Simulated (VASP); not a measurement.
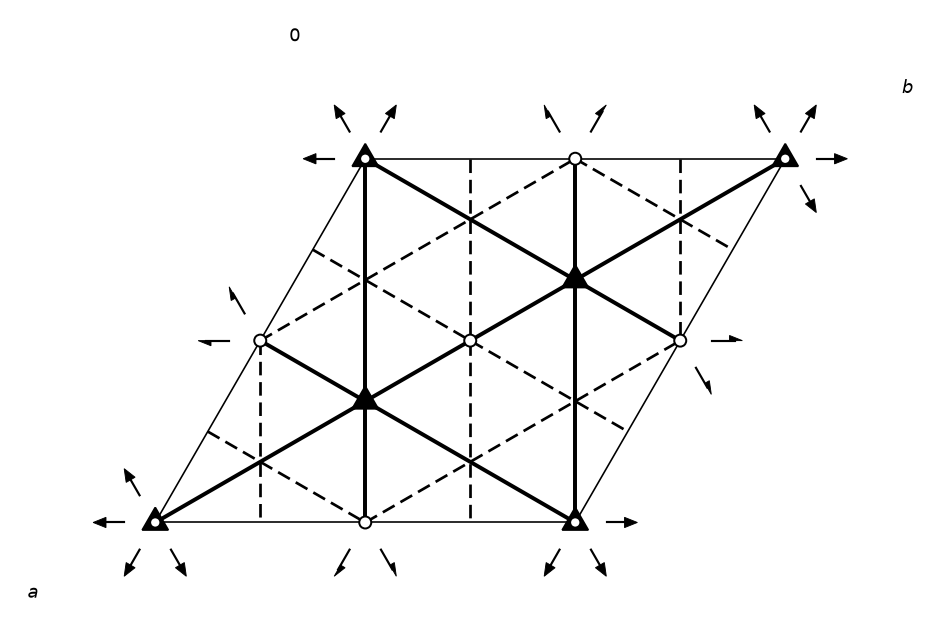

Symmetry elements of a space group, projected down c, computed from the operations of a computed or model structure of composition Te2Pt.

Graphical symbols as in the International Tables (origin upper left, heights as fractions; handed screw axes are marked by their printed symbols).

Q: Which space group is it?

A: P-3m1 (No. 164); primitive trigonal (hexagonal lattice), point group -3m, 12 general positions a cell.

Q: List the elements shown.

A: −3 axes along c at (0, 0); 3 axes along c at (1/3, 2/3), (2/3, 1/3); inversion centres at (0, 0), (0, 1/2), (1/2, 0), (1/2, 1/2); mirror planes holding c and [1 2 0] or [2 1 0] or [−1 1 0]; in-plane glide planes holding c and [1 2 0] or [2 1 0] or [−1 1 0]; 2 axes along [1 1 0] at height 0; 2 axes along a at height 0; 2 axes along b at height 0; 2₁ axes along [1 1 0] at height 0; 2₁ axes along a at height 0; 2₁ axes along b at height 0. Heights repeat every half period; positions are (a, b) fractions, modulo 1.
